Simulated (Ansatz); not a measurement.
# HfO₂: geometry relaxation (part 2 of 3)

The same run, continued: HfO₂ (6 atoms in the cell); DFT PBE, scalar-relativistic, plane waves, PAW, no spin polarisation (Ansatz 0.2.0); cutoff 420 eV, 6×6×4 k-mesh, Gaussian smearing of 0.05 eV. The structure derives from a Materials Project entry. It belongs to a series of runs on one base structure; here: all atoms moved at random, sigma 0.25 A a component; relaxed back.

Geometry of the input (Å; fractional positions):
```
3.6043  0.0000  0.0000
0.0000  3.6043  0.0000
0.0000  0.0000  5.2640
Hf 0.4198  0.5484  0.5256
Hf -0.0015  0.1718  -0.0841
O  -0.0234  0.4424  0.6857
O  0.6114  -0.0042  0.8191
O  0.5035  0.0111  0.2998
O  -0.0098  0.3306  0.2540
```

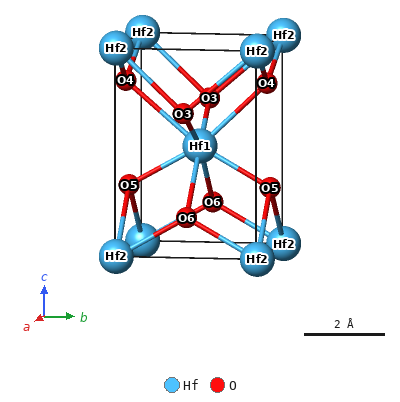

The geometry at step 8 of the log (ball-and-stick view of the cell of the calculation, seen slightly off an axis; atoms are numbered from 1 in the order of the input).

Output, continued:
```
SCF iter   1: F=—  HF=-33722.464123 eV  |F-HF|=—  |Δ(HF+E_count)|=         —  Δρ=3.15e-2  dr2=3.77e-1  ethr=4.95e-4  ⟨swp⟩=1.0  Hψ=13670  notcnv=0  defer=197
preconditioner: auto → Resta (q_TF=auto, 2.777 Å⁻¹)  ε∞=5.4  [insulator: Δε(μ)=4.280 eV  Ē_g=18.074 eV  σ=0.050 eV  W_gap=1.00  n_scr=28 (ndim 8)  ℏωp=38.1 eV  f_vac=0.069  D(μ)=0.00/eV (n_scr^D=0)  ε∞_Penn≈5.4]
SCF iter   2: F=—  HF=-33722.376178 eV  |F-HF|=—  |Δ(HF+E_count)|=   8.79e-2  Δρ=1.57e-2  dr2=8.47e-2  ethr=4.95e-4  ⟨swp⟩=2.7  Hψ=6126  notcnv=0  defer=197
SCF iter   3: F=—  HF=-33722.356306 eV  |F-HF|=—  |Δ(HF+E_count)|=   1.99e-2  Δρ=4.54e-3  dr2=9.27e-3  ethr=1.11e-4  ⟨swp⟩=2.9  Hψ=6573  notcnv=0  defer=201
SCF iter   4: F=—  HF=-33722.354436 eV  |F-HF|=—  |Δ(HF+E_count)|=   1.87e-3  Δρ=1.35e-3  dr2=8.24e-4  ethr=1.22e-5  ⟨swp⟩=2.0  Hψ=6564  notcnv=0  defer=202
SCF iter   5: F=—  HF=-33722.354525 eV  |F-HF|=—  |Δ(HF+E_count)|=   8.96e-5  Δρ=4.86e-4  dr2=1.38e-4  ethr=1.08e-6  ⟨swp⟩=2.0  Hψ=5515  notcnv=0  defer=202
SCF iter   6: F=—  HF=-33722.354499 eV  |F-HF|=—  |Δ(HF+E_count)|=   2.66e-5  Δρ=2.09e-4  dr2=2.10e-5  ethr=1.32e-7  ⟨swp⟩=8.8  Hψ=18385  notcnv=0
SCF iter   7: F=-33722.354505 eV  HF=-33722.354506 eV  |F-HF|=1.23e-6  |Δ(HF+E_count)|=   6.92e-6  Δρ=7.07e-5  dr2=3.17e-6  ethr=2.76e-8  ⟨swp⟩=6.2  Hψ=14634  notcnv=0
SCF 4 converged in 7 iterations: F = -33722.354505 eV  dr2 = 3.17e-6
relax step   4: F+E_penalty+E_count = -33722.35450455 eV  Δ(F+E_penalty+E_count) = -1.111e0 eV  max|allowed force component| = 1.603e0 eV/Å  Δτ_max = 0.1949 Å  (7 SCF iters, dr2 threshold 1.00e-4 eV, accepted)
iter 1 solved again at ethr=3.34e-4 eV; its pass at ethr=3.10e-3 eV (dr2=2.54e-1 eV) is discarded
SCF iter   1: F=—  HF=-33722.938778 eV  |F-HF|=—  |Δ(HF+E_count)|=         —  Δρ=2.65e-2  dr2=2.54e-1  ethr=3.34e-4  ⟨swp⟩=1.0  Hψ=13611  notcnv=0  defer=241
preconditioner: auto → Resta (q_TF=auto, 2.777 Å⁻¹)  ε∞=5.4  [insulator: Δε(μ)=4.443 eV  Ē_g=18.111 eV  σ=0.050 eV  W_gap=1.00  n_scr=28 (ndim 8)  ℏωp=38.1 eV  f_vac=0.065  D(μ)=0.00/eV (n_scr^D=0)  ε∞_Penn≈5.4]
SCF iter   2: F=—  HF=-33722.894792 eV  |F-HF|=—  |Δ(HF+E_count)|=   4.40e-2  Δρ=1.41e-2  dr2=7.32e-2  ethr=3.34e-4  ⟨swp⟩=2.6  Hψ=5250  notcnv=0  defer=241
SCF iter   3: F=—  HF=-33722.884031 eV  |F-HF|=—  |Δ(HF+E_count)|=   1.08e-2  Δρ=3.58e-3  dr2=6.49e-3  ethr=9.63e-5  ⟨swp⟩=2.2  Hψ=6249  notcnv=0  defer=243
SCF iter   4: F=—  HF=-33722.883150 eV  |F-HF|=—  |Δ(HF+E_count)|=   8.81e-4  Δρ=1.08e-3  dr2=6.68e-4  ethr=8.55e-6  ⟨swp⟩=2.0  Hψ=5563  notcnv=0  defer=243
SCF iter   5: F=—  HF=-33722.883227 eV  |F-HF|=—  |Δ(HF+E_count)|=   7.72e-5  Δρ=3.52e-4  dr2=6.51e-5  ethr=1.32e-7  ⟨swp⟩=9.2  Hψ=19059  notcnv=0
SCF iter   6: F=—  HF=-33722.883239 eV  |F-HF|=—  |Δ(HF+E_count)|=   1.17e-5  Δρ=1.60e-4  dr2=1.39e-5  ethr=8.56e-8  ⟨swp⟩=7.0  Hψ=15847  notcnv=0
SCF iter   7: F=-33722.883245 eV  HF=-33722.883244 eV  |F-HF|=7.23e-7  |Δ(HF+E_count)|=   4.97e-6  Δρ=6.64e-5  dr2=2.83e-6  ethr=1.83e-8  ⟨swp⟩=6.4  Hψ=13818  notcnv=0
SCF 5 converged in 7 iterations: F = -33722.883245 eV  dr2 = 2.83e-6
relax step   5: F+E_penalty+E_count = -33722.88324486 eV  Δ(F+E_penalty+E_count) = -5.287e-1 eV  max|allowed force component| = 8.789e-1 eV/Å  Δτ_max = 0.2000 Å  (7 SCF iters, dr2 threshold 1.00e-4 eV, accepted)
SCF iter   1: F=—  HF=-33723.077497 eV  |F-HF|=—  |Δ(HF+E_count)|=         —  Δρ=1.96e-2  dr2=1.29e-1  ethr=1.01e-3  ⟨swp⟩=4.1  Hψ=8806  notcnv=0  defer=206
preconditioner: auto → Resta (q_TF=auto, 2.777 Å⁻¹)  ε∞=5.4  [insulator: Δε(μ)=4.666 eV  Ē_g=18.149 eV  σ=0.050 eV  W_gap=1.00  n_scr=28 (ndim 8)  ℏωp=38.1 eV  f_vac=0.064  D(μ)=0.00/eV (n_scr^D=0)  ε∞_Penn≈5.4]
SCF iter   2: F=—  HF=-33723.046836 eV  |F-HF|=—  |Δ(HF+E_count)|=   3.07e-2  Δρ=1.03e-2  dr2=3.43e-2  ethr=1.70e-4  ⟨swp⟩=2.0  Hψ=4444  notcnv=0  defer=268
SCF iter   3: F=—  HF=-33723.038082 eV  |F-HF|=—  |Δ(HF+E_count)|=   8.75e-3  Δρ=2.66e-3  dr2=3.50e-3  ethr=4.52e-5  ⟨swp⟩=2.0  Hψ=6277  notcnv=0  defer=268
SCF iter   4: F=—  HF=-33723.037428 eV  |F-HF|=—  |Δ(HF+E_count)|=   6.55e-4  Δρ=7.23e-4  dr2=2.57e-4  ethr=4.61e-6  ⟨swp⟩=2.0  Hψ=5502  notcnv=0  defer=268
SCF iter   5: F=—  HF=-33723.037459 eV  |F-HF|=—  |Δ(HF+E_count)|=   3.12e-5  Δρ=2.14e-4  dr2=2.48e-5  ethr=1.32e-7  ⟨swp⟩=9.1  Hψ=17671  notcnv=0
SCF iter   6: F=—  HF=-33723.037460 eV  |F-HF|=—  |Δ(HF+E_count)|=   1.25e-6  Δρ=1.08e-4  dr2=6.39e-6  ethr=3.27e-8  ⟨swp⟩=6.8  Hψ=15208  notcnv=0
SCF iter   7: F=-33723.037463 eV  HF=-33723.037463 eV  |F-HF|=1.61e-7  |Δ(HF+E_count)|=   2.79e-6  Δρ=4.29e-5  dr2=1.21e-6  ethr=8.41e-9  ⟨swp⟩=5.1  Hψ=12732  notcnv=0
SCF 6 converged in 7 iterations: F = -33723.037463 eV  dr2 = 1.21e-6
  greatest PAW one-centre occupation: 0.999 electrons in one spin orbital (limit 2), on the Hf atom at site 1 (counted from 0), in its partial waves of l = 0
relax step   6: F+E_penalty+E_count = -33723.03746315 eV  Δ(F+E_penalty+E_count) = -1.542e-1 eV  max|allowed force component| = 3.831e-2 eV/Å  Δτ_max = 0.1003 Å  (7 SCF iters, dr2 threshold 1.00e-4 eV, accepted)
iter 1 solved again at ethr=1.55e-9 eV; its pass at ethr=3.10e-3 eV (dr2=1.18e-6 eV) is discarded
SCF iter   1: F=—  HF=-33723.037541 eV  |F-HF|=—  |Δ(HF+E_count)|=         —  Δρ=4.25e-5  dr2=1.18e-6  ethr=1.55e-9  ⟨swp⟩=1.0  Hψ=8816  notcnv=0
preconditioner: auto → Resta (q_TF=auto, 2.777 Å⁻¹)  ε∞=5.4  [insulator: Δε(μ)=4.674 eV  Ē_g=18.151 eV  σ=0.050 eV  W_gap=1.00  n_scr=28 (ndim 8)  ℏωp=38.1 eV  f_vac=0.063  D(μ)=0.00/eV (n_scr^D=0)  ε∞_Penn≈5.4]
SCF iter   2: F=—  HF=-33723.037463 eV  |F-HF|=—  |Δ(HF+E_count)|=   7.77e-5  Δρ=2.12e-5  dr2=3.68e-7  ethr=1.55e-9  ⟨swp⟩=2.0  Hψ=5509  notcnv=0
SCF iter   3: F=—  HF=-33723.037463 eV  |F-HF|=—  |Δ(HF+E_count)|=   2.73e-7  Δρ=1.21e-5  dr2=1.31e-7  ethr=4.85e-10  ⟨swp⟩=2.0  Hψ=3970  notcnv=0
SCF iter   4: F=-33723.037464 eV  HF=-33723.037464 eV  |F-HF|=3.43e-9  |Δ(HF+E_count)|=   1.21e-7  Δρ=3.34e-6  dr2=5.50e-9  ethr=1.32e-10  ⟨swp⟩=5.0  Hψ=13549  notcnv=0
SCF 7 converged in 4 iterations: F = -33723.037464 eV  dr2 = 5.50e-9
relax step   7: F+E_penalty+E_count = -33723.03746359 eV  Δ(F+E_penalty+E_count) = -4.388e-7 eV  max|allowed force component| = 3.838e-2 eV/Å  Δτ_max = 0.0000 Å  (4 SCF iters, accepted)
SCF iter   1: F=—  HF=-33723.042974 eV  |F-HF|=—  |Δ(HF+E_count)|=         —  Δρ=9.40e-3  dr2=2.29e-2  ethr=6.65e-4  ⟨swp⟩=4.0  Hψ=8280  notcnv=0  defer=269
preconditioner: auto → Resta (q_TF=auto, 2.777 Å⁻¹)  ε∞=5.4  [insulator: Δε(μ)=4.675 eV  Ē_g=18.167 eV  σ=0.050 eV  W_gap=1.00  n_scr=28 (ndim 8)  ℏωp=38.1 eV  f_vac=0.065  D(μ)=0.00/eV (n_scr^D=0)  ε∞_Penn≈5.4]
SCF iter   2: F=—  HF=-33723.039994 eV  |F-HF|=—  |Δ(HF+E_count)|=   2.98e-3  Δρ=5.02e-3  dr2=6.82e-3  ethr=3.02e-5  ⟨swp⟩=2.0  Hψ=4442  notcnv=0  defer=269
SCF iter   3: F=—  HF=-33723.039597 eV  |F-HF|=—  |Δ(HF+E_count)|=   3.97e-4  Δρ=7.58e-4  dr2=3.20e-4  ethr=8.98e-6  ⟨swp⟩=2.0  Hψ=6100  notcnv=0  defer=269
SCF iter   4: F=—  HF=-33723.039661 eV  |F-HF|=—  |Δ(HF+E_count)|=   6.39e-5  Δρ=4.97e-4  dr2=1.32e-4  ethr=4.21e-7  ⟨swp⟩=2.0  Hψ=5507  notcnv=0  defer=269
SCF iter   5: F=—  HF=-33723.039640 eV  |F-HF|=—  |Δ(HF+E_count)|=   2.05e-5  Δρ=1.09e-4  dr2=5.60e-6  ethr=1.74e-7  ⟨swp⟩=2.0  Hψ=5504  notcnv=0  defer=269
SCF iter   6: F=—  HF=-33723.039540 eV  |F-HF|=—  |Δ(HF+E_count)|=   1.00e-4  Δρ=4.23e-5  dr2=9.32e-7  ethr=7.37e-9  ⟨swp⟩=2.0  Hψ=6114  notcnv=0  defer=269
SCF iter   7: F=—  HF=-33723.039540 eV  |F-HF|=—  |Δ(HF+E_count)|=   8.25e-7  Δρ=1.49e-5  dr2=1.28e-7  ethr=1.23e-9  ⟨swp⟩=2.1  Hψ=6121  notcnv=0  defer=269
SCF iter   8: F=-33723.039540 eV  HF=-33723.039540 eV  |F-HF|=3.42e-9  |Δ(HF+E_count)|=   1.28e-7  Δρ=5.28e-6  dr2=1.44e-8  ethr=1.32e-10  ⟨swp⟩=9.9  Hψ=14813  notcnv=0
SCF 8 converged in 8 iterations: F = -33723.039540 eV  dr2 = 1.44e-8
relax step   8: F+E_penalty+E_count = -33723.03953967 eV  Δ(F+E_penalty+E_count) = -2.076e-3 eV  max|allowed force component| = 4.259e-3 eV/Å  Δτ_max = 0.0664 Å  (8 SCF iters, accepted)
SCF iter   1: F=—  HF=-33723.040072 eV  |F-HF|=—  |Δ(HF+E_count)|=         —  Δρ=2.73e-3  dr2=1.93e-3  ethr=2.52e-5  ⟨swp⟩=2.1  Hψ=7354  notcnv=0  defer=269
preconditioner: auto → Resta (q_TF=auto, 2.777 Å⁻¹)  ε∞=5.4  [insulator: Δε(μ)=4.675 eV  Ē_g=18.164 eV  σ=0.050 eV  W_gap=1.00  n_scr=28 (ndim 8)  ℏωp=38.1 eV  f_vac=0.064  D(μ)=0.00/eV (n_scr^D=0)  ε∞_Penn≈5.4]
SCF iter   2: F=—  HF=-33723.039839 eV  |F-HF|=—  |Δ(HF+E_count)|=   2.33e-4  Δρ=1.46e-3  dr2=5.78e-4  ethr=2.54e-6  ⟨swp⟩=1.0  Hψ=4104  notcnv=0  defer=269
SCF iter   3: F=—  HF=-33723.039802 eV  |F-HF|=—  |Δ(HF+E_count)|=   3.66e-5  Δρ=1.87e-4  dr2=2.08e-5  ethr=7.61e-7  ⟨swp⟩=2.5  Hψ=5698  notcnv=0  defer=269
SCF iter   4: F=—  HF=-33723.039698 eV  |F-HF|=—  |Δ(HF+E_count)|=   1.04e-4  Δρ=1.01e-4  dr2=5.47e-6  ethr=2.73e-8  ⟨swp⟩=2.0  Hψ=5507  notcnv=0  defer=269
SCF iter   5: F=—  HF=-33723.039697 eV  |F-HF|=—  |Δ(HF+E_count)|=   5.65e-7  Δρ=3.20e-5  dr2=5.34e-7  ethr=7.20e-9  ⟨swp⟩=2.0  Hψ=5490  notcnv=0  defer=269
SCF iter   6: F=-33723.039697 eV  HF=-33723.039697 eV  |F-HF|=1.82e-8  |Δ(HF+E_count)|=   2.45e-7  Δρ=7.95e-6  dr2=3.67e-8  ethr=1.32e-10  ⟨swp⟩=9.7  Hψ=16619  notcnv=0
SCF 9 converged in 6 iterations: F = -33723.039697 eV  dr2 = 3.67e-8
relax step   9: F+E_penalty+E_count = -33723.03969730 eV  Δ(F+E_penalty+E_count) = -1.576e-4 eV  max|allowed force component| = 1.352e-2 eV/Å  Δτ_max = 0.0189 Å  (6 SCF iters, accepted)
SCF iter   1: F=—  HF=-33723.040875 eV  |F-HF|=—  |Δ(HF+E_count)|=         —  Δρ=5.54e-3  dr2=7.99e-3  ethr=1.05e-4  ⟨swp⟩=4.0  Hψ=8155  notcnv=0  defer=273
preconditioner: auto → Resta (q_TF=auto, 2.777 Å⁻¹)  ε∞=5.4  [insulator: Δε(μ)=4.660 eV  Ē_g=18.166 eV  σ=0.050 eV  W_gap=1.00  n_scr=28 (ndim 8)  ℏωp=38.1 eV  f_vac=0.065  D(μ)=0.00/eV (n_scr^D=0)  ε∞_Penn≈5.4]
SCF iter   2: F=—  HF=-33723.039891 eV  |F-HF|=—  |Δ(HF+E_count)|=   9.84e-4  Δρ=2.97e-3  dr2=2.41e-3  ethr=1.05e-5  ⟨swp⟩=2.0  Hψ=4300  notcnv=0  defer=273
SCF iter   3: F=—  HF=-33723.039748 eV  |F-HF|=—  |Δ(HF+E_count)|=   1.42e-4  Δρ=3.95e-4  dr2=9.05e-5  ethr=3.17e-6  ⟨swp⟩=2.1  Hψ=6209  notcnv=0  defer=273
SCF iter   4: F=—  HF=-33723.039654 eV  |F-HF|=—  |Δ(HF+E_count)|=   9.45e-5  Δρ=2.45e-4  dr2=3.19e-5  ethr=1.19e-7  ⟨swp⟩=2.0  Hψ=5490  notcnv=0  defer=273
SCF iter   5: F=—  HF=-33723.039649 eV  |F-HF|=—  |Δ(HF+E_count)|=   4.71e-6  Δρ=6.26e-5  dr2=1.96e-6  ethr=4.20e-8  ⟨swp⟩=2.0  Hψ=5477  notcnv=0  defer=273
SCF iter   6: F=—  HF=-33723.039650 eV  |F-HF|=—  |Δ(HF+E_count)|=   1.39e-6  Δρ=1.94e-5  dr2=2.05e-7  ethr=2.58e-9  ⟨swp⟩=2.0  Hψ=5488  notcnv=0  defer=273
SCF iter   7: F=-33723.039650 eV  HF=-33723.039650 eV  |F-HF|=8.67e-9  |Δ(HF+E_count)|=   2.30e-8  Δρ=6.93e-6  dr2=2.96e-8  ethr=1.32e-10  ⟨swp⟩=10.4  Hψ=16285  notcnv=0
SCF 10 converged in 7 iterations: F = -33723.039650 eV  dr2 = 2.96e-8
relax step  10: F+E_penalty+E_count = -33723.03965031 eV  Δ(F+E_penalty+E_count) = +4.699e-5 eV  max|allowed force component| = 5.854e-2 eV/Å  Δτ_max = 0.0382 Å  (7 SCF iters, rejected (line search))
SCF iter   1: F=—  HF=-33723.040185 eV  |F-HF|=—  |Δ(HF+E_count)|=         —  Δρ=2.88e-3  dr2=2.16e-3  ethr=2.90e-5  ⟨swp⟩=2.3  Hψ=7371  notcnv=0  defer=269
preconditioner: auto → Resta (q_TF=auto, 2.777 Å⁻¹)  ε∞=5.4  [insulator: Δε(μ)=4.671 eV  Ē_g=18.165 eV  σ=0.050 eV  W_gap=1.00  n_scr=28 (ndim 8)  ℏωp=38.1 eV  f_vac=0.065  D(μ)=0.00/eV (n_scr^D=0)  ε∞_Penn≈5.4]
SCF iter   2: F=—  HF=-33723.039930 eV  |F-HF|=—  |Δ(HF+E_count)|=   2.55e-4  Δρ=1.55e-3  dr2=6.53e-4  ethr=2.84e-6  ⟨swp⟩=1.0  Hψ=4104  notcnv=0  defer=269
SCF iter   3: F=—  HF=-33723.039895 eV  |F-HF|=—  |Δ(HF+E_count)|=   3.48e-5  Δρ=2.05e-4  dr2=2.48e-5  ethr=8.59e-7  ⟨swp⟩=2.5  Hψ=5751  notcnv=0  defer=269
SCF iter   4: F=—  HF=-33723.039789 eV  |F-HF|=—  |Δ(HF+E_count)|=   1.06e-4  Δρ=1.31e-4  dr2=9.62e-6  ethr=3.27e-8  ⟨swp⟩=2.0  Hψ=5529  notcnv=0  defer=269
SCF iter   5: F=—  HF=-33723.039786 eV  |F-HF|=—  |Δ(HF+E_count)|=   3.01e-6  Δρ=3.49e-5  dr2=5.51e-7  ethr=1.27e-8  ⟨swp⟩=2.0  Hψ=5483  notcnv=0  defer=269
SCF iter   6: F=—  HF=-33723.039786 eV  |F-HF|=—  |Δ(HF+E_count)|=   4.58e-7  Δρ=1.50e-5  dr2=1.24e-7  ethr=1.32e-10  ⟨swp⟩=10.0  Hψ=17632  notcnv=0
SCF iter   7: F=-33723.039786 eV  HF=-33723.039786 eV  |F-HF|=8.28e-9  |Δ(HF+E_count)|=   2.00e-8  Δρ=4.62e-6  dr2=1.20e-8  ethr=1.32e-10  ⟨swp⟩=4.8  Hψ=13110  notcnv=0
SCF 11 converged in 7 iterations: F = -33723.039786 eV  dr2 = 1.20e-8
relax step  11: F+E_penalty+E_count = -33723.03978634 eV  Δ(F+E_penalty+E_count) = -8.904e-5 eV  max|allowed force component| = 1.194e-2 eV/Å  Δτ_max = 0.0186 Å  (7 SCF iters, accepted)
SCF iter   1: F=—  HF=-33723.040510 eV  |F-HF|=—  |Δ(HF+E_count)|=         —  Δρ=4.12e-3  dr2=4.43e-3  ethr=5.66e-5  ⟨swp⟩=3.2  Hψ=7656  notcnv=0  defer=273
preconditioner: auto → Resta (q_TF=auto, 2.777 Å⁻¹)  ε∞=5.4  [insulator: Δε(μ)=4.665 eV  Ē_g=18.165 eV  σ=0.050 eV  W_gap=1.00  n_scr=28 (ndim 8)  ℏωp=38.1 eV  f_vac=0.065  D(μ)=0.00/eV (n_scr^D=0)  ε∞_Penn≈5.4]
SCF iter   2: F=—  HF=-33723.039957 eV  |F-HF|=—  |Δ(HF+E_count)|=   5.53e-4  Δρ=2.21e-3  dr2=1.33e-3  ethr=5.83e-6  ⟨swp⟩=1.0  Hψ=4104  notcnv=0  defer=273
SCF iter   3: F=—  HF=-33723.039873 eV  |F-HF|=—  |Δ(HF+E_count)|=   8.35e-5  Δρ=2.76e-4  dr2=4.51e-5  ethr=1.75e-6  ⟨swp⟩=2.5  Hψ=5642  notcnv=0  defer=273
SCF iter   4: F=—  HF=-33723.039765 eV  |F-HF|=—  |Δ(HF+E_count)|=   1.09e-4  Δρ=1.27e-4  dr2=8.50e-6  ethr=5.93e-8  ⟨swp⟩=2.0  Hψ=5474  notcnv=0  defer=273
SCF iter   5: F=—  HF=-33723.039764 eV  |F-HF|=—  |Δ(HF+E_count)|=   5.21e-7  Δρ=4.76e-5  dr2=1.20e-6  ethr=1.12e-8  ⟨swp⟩=2.0  Hψ=5500  notcnv=0  defer=273
SCF iter   6: F=—  HF=-33723.039764 eV  |F-HF|=—  |Δ(HF+E_count)|=   3.83e-7  Δρ=1.40e-5  dr2=1.12e-7  ethr=1.58e-9  ⟨swp⟩=2.0  Hψ=5419  notcnv=0  defer=273
SCF iter   7: F=-33723.039765 eV  HF=-33723.039764 eV  |F-HF|=8.29e-9  |Δ(HF+E_count)|=   1.77e-8  Δρ=4.88e-6  dr2=1.63e-8  ethr=1.46e-10  ⟨swp⟩=10.1  Hψ=16129  notcnv=0
SCF 12 converged in 7 iterations: F = -33723.039765 eV  dr2 = 1.63e-8
relax step  12: F+E_penalty+E_count = -33723.03976450 eV  Δ(F+E_penalty+E_count) = +2.183e-5 eV  max|allowed force component| = 3.134e-2 eV/Å  Δτ_max = 0.0285 Å  (7 SCF iters, dr2 threshold 1.11e-7 eV, rejected (line search))
```
